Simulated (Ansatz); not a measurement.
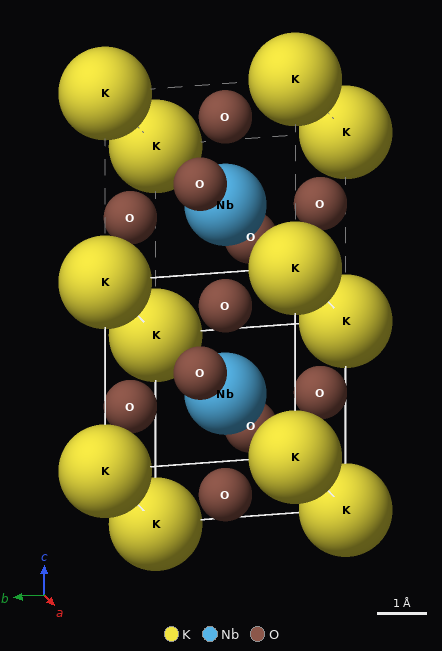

An orthographic spheres-only view of the structure, from a general direction. A block of 1×1×2 cells is shown, with one conventional unit cell in solid outline. Cell: a = 4.026 Å, b = 4.026 Å, c = 4.026 Å, α = 90.00°, β = 90.00°, γ = 90.00°.

Describe the arrangement of the atoms.

The formula is KNbO3. Space group P4mm (No. 99), lattice primitive tetragonal. The cell holds 5 atoms (1 K, 1 Nb, 3 O), Z = 1. K is coordinated by twelve O in a cuboctahedral arrangement at about 2.8 to 2.9 Å. The coordination shell of Nb holds six O in a distorted octahedral arrangement at about 1.9 to 2.2 Å. The O atoms are each bonded to four K and two Nb in a distorted octahedral arrangement (about 2.8 to 2.9 Å to K, 1.9 to 2.2 Å to Nb).

The cell started as a structure listed in the Materials Project. The atoms were relaxed in a fixed cell with Ansatz, DFT PBE, scalar-relativistic, plane waves, PAW.
